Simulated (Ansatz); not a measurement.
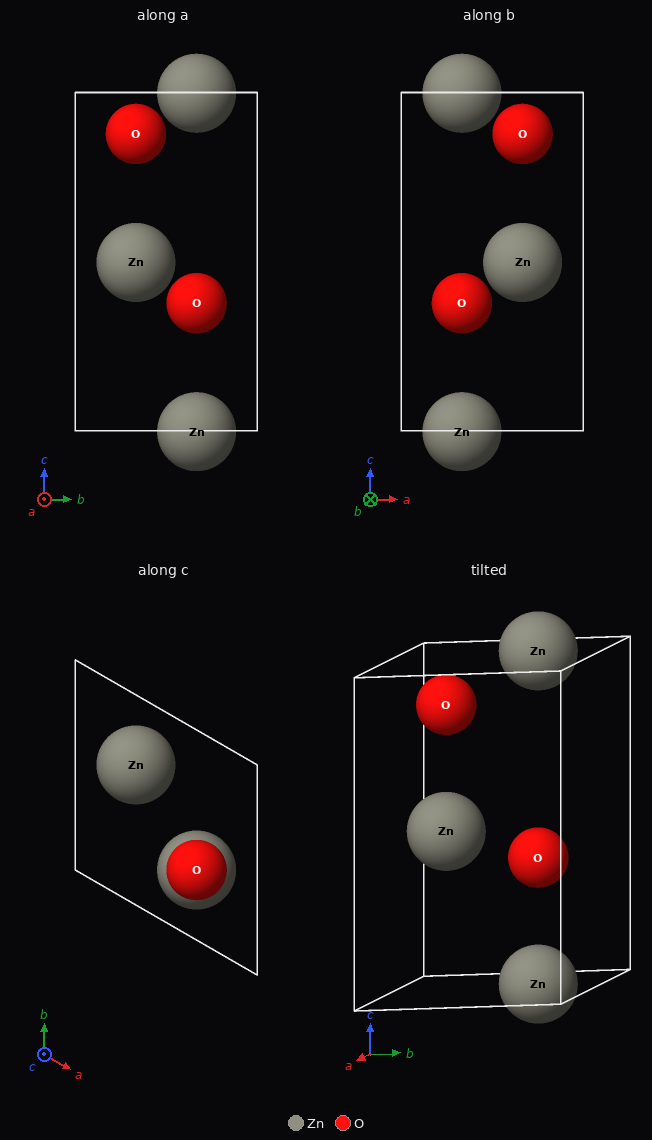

View along the a axis, along the b axis, along the c axis and slightly off an axis, drawn as a spheres-only model. The parallelepiped is the conventional unit cell.

Lattice parameters: a = 3.235 Å, b = 3.235 Å, c = 5.211 Å, α = 90.00°, β = 90.00°, γ = 120.00°. Put a along x and b in the xy plane.

Q: Set out the cell and atoms as a POSCAR file, with free fractional coordinates to two decimals.

A:
```
Zn O
1.0
     3.235    0.000    0.000
    -1.618    2.802    0.000
     0.000    0.000    5.211
Zn O
2 2
Direct
  0.3333 0.6667 0.00
  0.6667 0.3333 0.50
  0.3333 0.6667 0.38
  0.6667 0.3333 0.88
```

Its origin is a structure type filled with these elements by a generator (whether the compound takes this form wasn't checked). Earlier steps of the study may have refined or changed the cell and positions. It was the input of a calculation with Ansatz.
